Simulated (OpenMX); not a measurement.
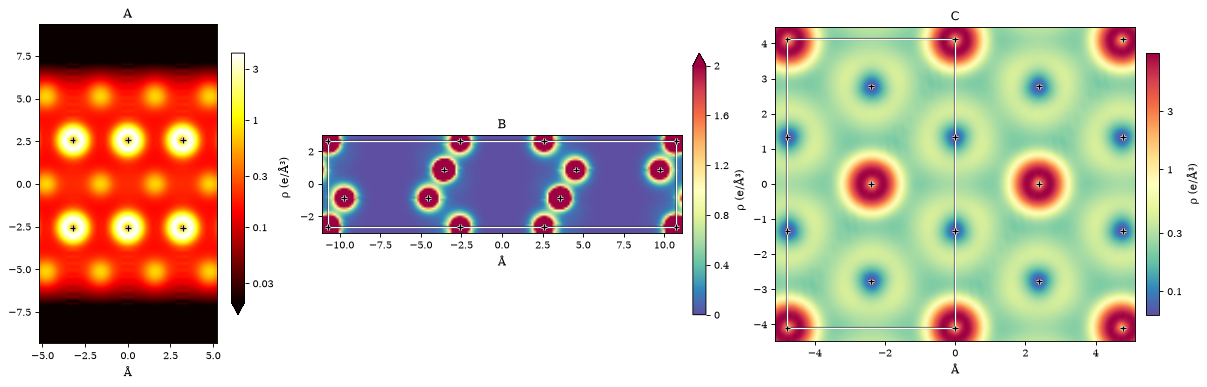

The valence charge density (pseudo) of 3 systems, each on a plane through atoms (crosses mark nuclei in the plane).

Method: Kohn-Sham DFT of a periodic cell, PBE, OpenMX 2013 PBE set in OpenMX 3.8.5.

System 1: Zr (slab), the (010) plane of the calculation cell, a cut from vacuum to vacuum. Not relaxed (largest force 0.6 eV/Å).

```
Zr
1.0
     3.23200    0.00000    0.00000
    -1.61600    2.79899    0.00000
     0.00000    0.00000   25.29400
Zr
5
Cartesian
  0.0000 1.8660 7.4999
  1.6160 0.9330 10.0736
  0.0000 1.8660 12.6470
  1.6160 0.9330 15.2204
  0.0000 1.8660 17.7941
```

System 2: TiO2, the (110) plane of the conventional cell. Space group R-3m; a structure from a database of computed crystals, not necessarily the ambient phase; not relaxed (largest force 0.8 eV/Å); computed pressure about −6 GPa in this cell.

```
CELL_PARAMETERS angstrom
3.07248 0.00000 0.00000
-1.53624 2.66085 0.00000
0.00000 0.00000 21.48889
ATOMIC_POSITIONS crystal
Ti 0.00000 0.00000 0.00000
Ti 0.66667 0.33333 0.33333
Ti 0.33333 0.66667 0.66667
O 0.33333 0.66667 0.04620
O 0.00000 0.00000 0.37953
O 0.66667 0.33333 0.71287
O 0.33333 0.66667 0.28713
O 0.00000 0.00000 0.62047
O 0.66667 0.33333 0.95380
```

System 3: TiSi2, the (001) plane of the conventional cell. Space group Fddd; a structure from a database of computed crystals, not necessarily the ambient phase; computed pressure about 3 GPa in this cell.

```xyz
24
Lattice="4.7790 0.0000 0.0000 0.0000 8.2350 0.0000 0.0000 0.0000 8.5258" Properties=species:S:1:pos:R:3 pbc="T T T"
Ti    3.5843    2.0588    2.1314
Ti    1.1948    6.1763    2.1314
Ti    1.1948    2.0588    6.3943
Ti    3.5843    6.1763    6.3943
Ti    2.3895    0.0000    0.0000
Ti    0.0000    4.1175    0.0000
Ti    0.0000    0.0000    4.2629
Ti    2.3895    4.1175    4.2629
Si    1.1948    3.3975    2.1314
Si    3.5843    7.5150    2.1314
Si    3.5843    3.3975    6.3943
Si    1.1948    7.5150    6.3943
Si    1.1948    0.7200    2.1314
Si    3.5843    4.8375    2.1314
Si    3.5843    0.7200    6.3943
Si    1.1948    4.8375    6.3943
Si    0.0000    1.3388    0.0000
Si    2.3895    5.4563    0.0000
Si    2.3895    1.3388    4.2629
Si    0.0000    5.4563    4.2629
Si    2.3895    2.7787    0.0000
Si    0.0000    6.8963    0.0000
Si    0.0000    2.7787    4.2629
Si    2.3895    6.8963    4.2629
```

Match each panel to its system.

Panel A is system 1, Zr: the plane holds Zr. Zr–Zr (3.23 Å): the density is about 0.17 e/Å³ at the midpoint. Panel B is system 2, TiO2: the plane holds Ti and O. Ti–O (2.03 Å): ρ is about 0.57 e/Å³ halfway. Panel C is system 3, TiSi2: the plane holds Ti and Si. Ti–Si (2.74 Å): ρ at the midpoint is about 0.27 e/Å³.
